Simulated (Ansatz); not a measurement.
```
Cu O
1.0
     3.83394    0.00000    5.05807
     0.00000    3.42300    0.00000
    -5.53406    0.00000    5.05807
Cu O
8 8
Direct
  0.12500 0.25000 0.87500
  0.62500 0.25000 0.37500
  0.37500 0.75000 0.62500
  0.87500 0.75000 0.12500
  0.37500 0.75000 0.12500
  0.87500 0.75000 0.62500
  0.12500 0.25000 0.37500
  0.62500 0.25000 0.87500
  0.12500 0.41840 0.12500
  0.62500 0.41840 0.62500
  0.37500 0.91840 0.87500
  0.87500 0.91840 0.37500
  0.37500 0.58160 0.37500
  0.87500 0.58160 0.87500
  0.12500 0.08160 0.62500
  0.62500 0.08160 0.12500
```

Space group C2/c; spin-polarised.

Level of theory: Ansatz 0.2.0, DFT r2SCAN, scalar-relativistic, plane waves, PAW.

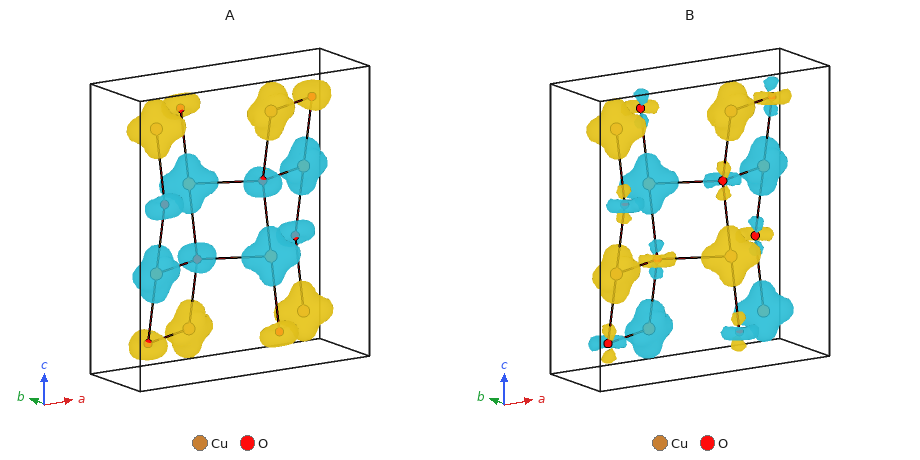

CuO. Spin density of two self-consistent states of the same cell, at +0.15 (yellow) and −0.15 e/Å³ (cyan).

Core electrons are frozen (PAW), and the valence fields are smoothed inside the atomic spheres.

### Which magnetic state is the more stable, and how do they differ?

State A: antiferromagnetic in this solution, which needn't be the ground state, with some nearest magnetic neighbours parallel and some opposed; Cu: +0.6 μB (×4) and −0.6 μB (×4) in one cell of 16 atoms, with smaller moments on O (±0.15 μB). State B: antiferromagnetic in this solution, which needn't be the ground state, with every nearest magnetic neighbour opposed; Cu: +0.6 μB (×4) and −0.6 μB (×4) in one cell of 16 atoms. State A lies lower by 46 meV per atom.
